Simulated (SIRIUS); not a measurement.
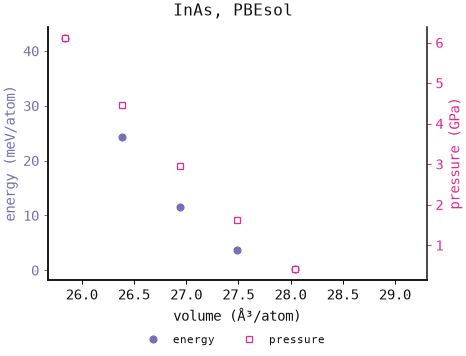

Plotted: energy and pressure against volume for InAs, space group F-43m (No. 216).

Starting cell:
```
In As
1.0
     0.00000    3.01800    3.01800
     3.01800    0.00000    3.01800
     3.01800    3.01800    0.00000
In As
1 1
Direct
  0.00000 0.00000 0.00000
  0.75000 0.75000 0.75000
```

Calculation (SIRIUS 7.10.0): plane-wave DFT, no spin polarisation; energies at scaled volumes of the given cell, shape and fractions fixed, counted from the fit's minimum, third-order Birch-Murnaghan fit. Level: PBEsol.

k mesh 8×8×8; occupations Fermi–Dirac; smearing width 0.05 eV; potentials dojo sr pbesol 0.4.1 standard; wave cutoff 1152 eV; density cutoff 4606 eV.

The points at volume 28.59 Å³/atom and 29.14 Å³/atom are left out of the plot. What values does the calculation give there?

```csv
volume (Å³/atom),energy (meV/atom),pressure (GPa)
28.59,0.70,-0.65
29.14,4.59,-1.61
```
